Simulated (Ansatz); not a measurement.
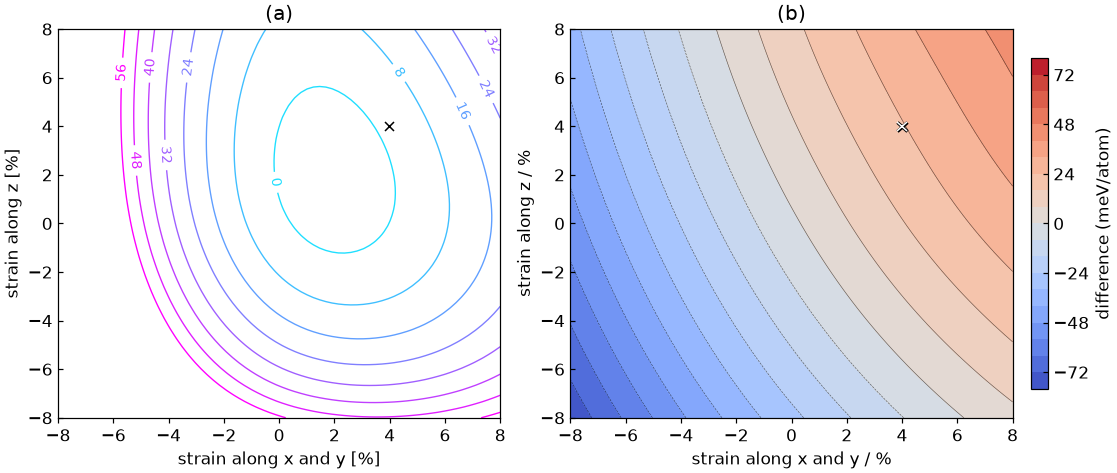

KI (Fm-3m, No. 225; 2 atoms in the cell). 
- The cell is strained homogeneously, by one strain along x and y and another along z, with fractional coordinates fixed (x, y and z along the cube axes).
- Coordinates scanned: (1) strain along x and y; (2) strain along z.
- The scan uses a 5 × 5 grid. At 1 point there is no value.
- Points are written as (first, second).
- Energies are in meV/atom, from each map's own lowest point.
- The reference cell is the one listed in the database, not relaxed at this level.
- All numbers below come from Ansatz 0.2.0, DFT PBE, scalar-relativistic, plane waves, PAW. Settings: cutoff 420 eV, k-mesh 6×6×6, gaussian smearing 0.05 eV, no spin polarisation.

Panel (a): DFT PBE, scalar-relativistic, plane waves, PAW in Ansatz 0.2.0. Panel (b): the map at DFT PBEsol, scalar-relativistic, plane waves, PAW (Ansatz) less the map of (a), each from its own lowest point.

> How does the change of method alter the landscape?

The difference runs from −78 meV/atom at (−8 %, −8 %) to 43 meV/atom at (8 %, 8 %). The interpolated minimum moves from 1.9 to −0.6 % in strain along x and y and 1.9 to −0.6 % in strain along z.
